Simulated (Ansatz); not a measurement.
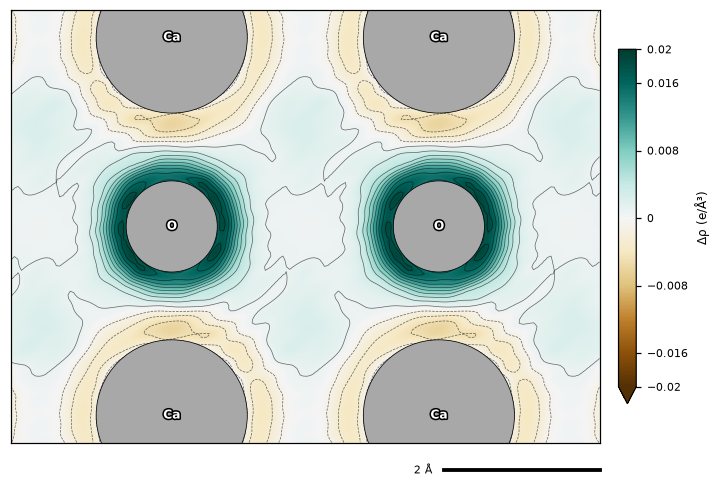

CaO. Difference of the valence pseudo-densities of two functionals at the same geometry, on the (011̄) plane of the calculation cell: one of BLYP and r2SCAN less the other.

Both computed with Ansatz (plane waves, PAW), on the same k-point mesh. Grey discs cover the atomic cores.

**Which was subtracted from which, and what does the map show?**

It is r2SCAN less BLYP. Against BLYP, r2SCAN gives more density around O (+0.015 e/Å³ on average at 0.7 Å from the nucleus), more density in the space between the atoms (+0.002 e/Å³ on average) and a change of −0.005 e/Å³ at the midpoint of Ca–O.
